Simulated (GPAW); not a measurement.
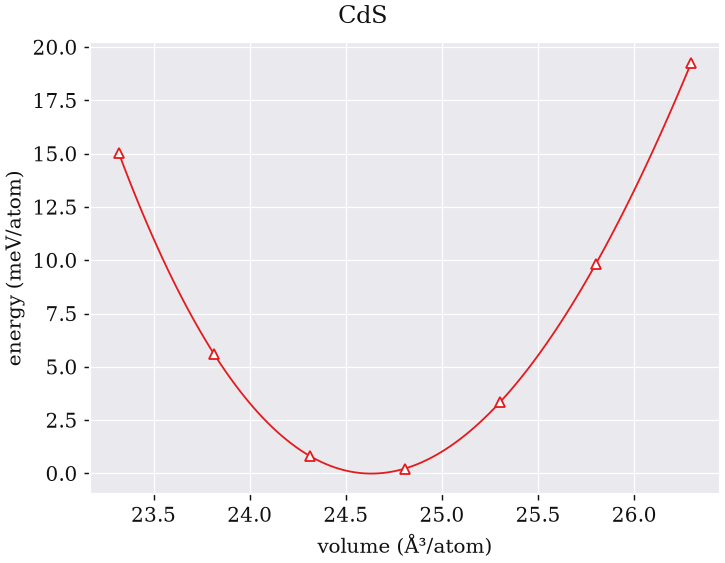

Plotted: energy against volume for CdS, space group F-43m (No. 216).

Starting cell:
```cif
data_structure
_symmetry_space_group_name_H-M 'P 1'
_symmetry_Int_Tables_number 1
_cell_length_a 4.1246
_cell_length_b 4.1246
_cell_length_c 4.1246
_cell_angle_alpha 60.000
_cell_angle_beta 60.000
_cell_angle_gamma 60.000
_cell_volume 49.62
loop_
_atom_site_label
_atom_site_type_symbol
_atom_site_fract_x
_atom_site_fract_y
_atom_site_fract_z
_atom_site_occupancy
Cd1 Cd 0.00000 0.00000 0.00000 1
S1 S 0.75000 0.75000 0.75000 1
```

Computed with GPAW 26.7.0: PAW DFT in plane waves, on a grid or in atomic orbitals, no spin polarisation; energies at scaled volumes of the given cell, shape and fractions fixed, counted from the fit's minimum, third-order Birch-Murnaghan fit. Level: PBEsol.

- k mesh: 8×8×8
- occupations: Fermi–Dirac
- smearing width: 0.05 eV
- potentials: PAW data sets made by gpaw setup for the functional
- wave cutoff: 600 eV
- program settings: basis pw

This calculation gives: equilibrium volume 24.63 Å³/atom and bulk modulus 62.1 GPa.

Now Cd is replaced by Be on all its sites, which gives BeS in the same structure. The second calculation uses wave cutoff 800 eV and k mesh 9×9×9. How do these quantities change?

The equilibrium volume falls from 24.63 to 14.16 Å³/atom (−43 %) and the bulk modulus rises from 62.1 to 97.2 GPa (+57 %).

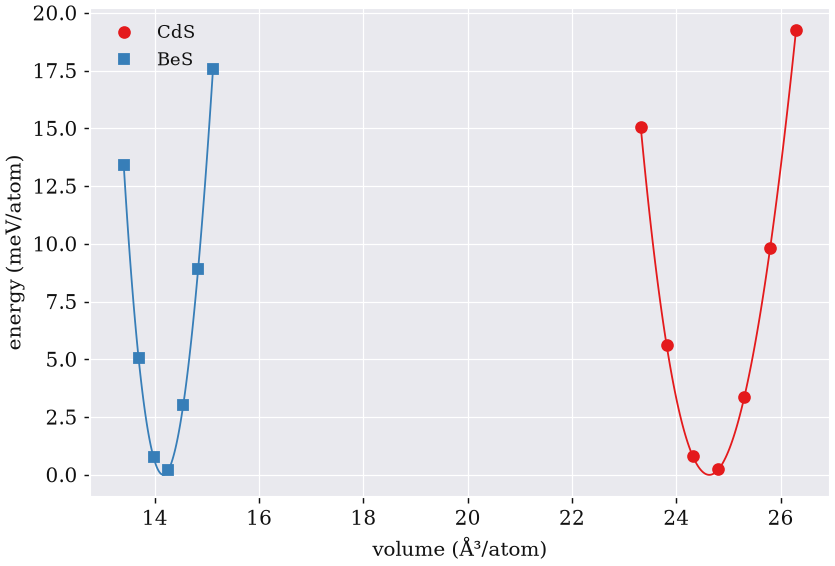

The two results together.

V0 and the bulk modulus come from third-order Birch–Murnaghan fits.
